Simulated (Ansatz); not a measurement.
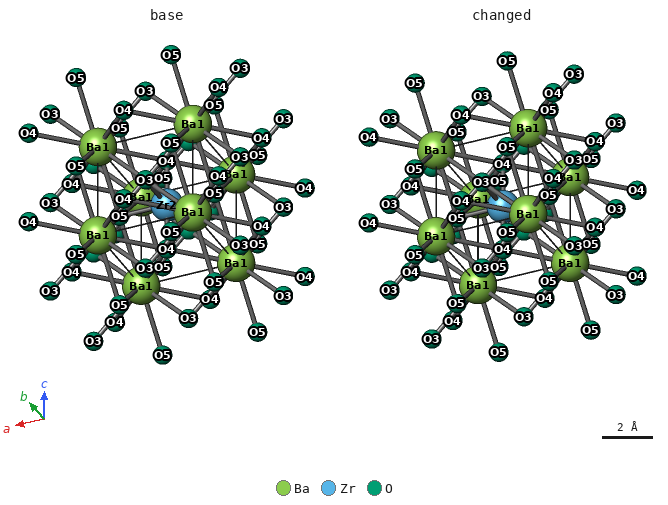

Left: a crystal of BaZrO₃ (set up in Pm-3m). Right: the same structure after one change, at the same scale. A ball-and-stick model of the cell of the calculation, seen from a free direction.

Method: DFT PBE, scalar-relativistic, plane waves, PAW in Ansatz. Settings: plane-wave cutoff 420 eV; k-point mesh 6 × 6 × 6; occupations gaussian; smearing width 0.02 eV; no spin polarisation.

Question: Which change leads from the left to the right?

Answer: Equal strain along all axes, −3.0 %, is applied. Symmetry leaves the atoms no freedom, so this is a single point.

Question: How do the computed properties respond?

Answer: It costs 63.8 meV per atom. The pressure goes from 0.0 to 16.8 GPa. All forces vanish by symmetry. Near-neighbour distances before and after: Ba–O 2.989 → 2.899 Å, O–Zr 2.113 → 2.050 Å. The space group stays Pm-3m (No. 221).
